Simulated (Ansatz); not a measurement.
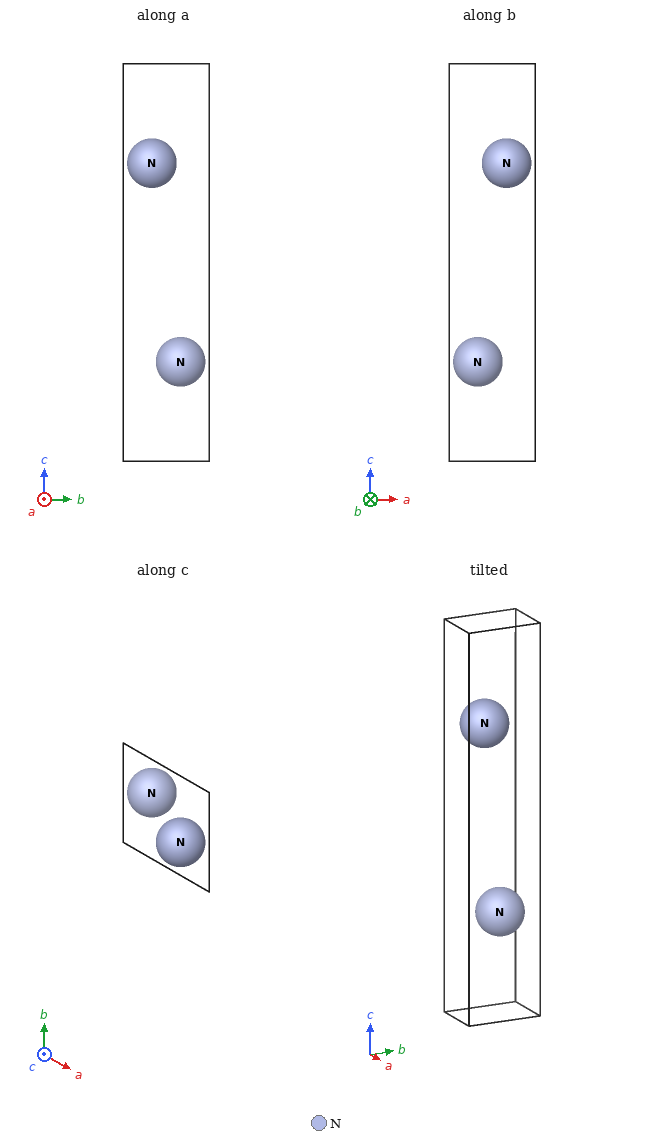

Spheres-only model, viewed along the a axis, along the b axis, along the c axis and slightly off an axis. The parallelepiped is the conventional unit cell.

Lattice parameters: a = 1.915 Å, b = 1.915 Å, c = 7.659 Å, α = 90.00°, β = 90.00°, γ = 120.00°.

Put the structure into a table of Wyckoff sites.

Answer. Space group P6_3/mmc (No. 194).
```tsv
atom	site	x	y	z
N	2c	0.3333	0.6667	0.2500
```

The cell started as a structure type filled with this element by a generator (whether the element takes this form wasn't checked). The picture shows the end point of a geometry optimisation with Ansatz, DFT, PBE, PAW with Ansatz's earlier generated frozen-core files (soft_1), scalar-relativistic.
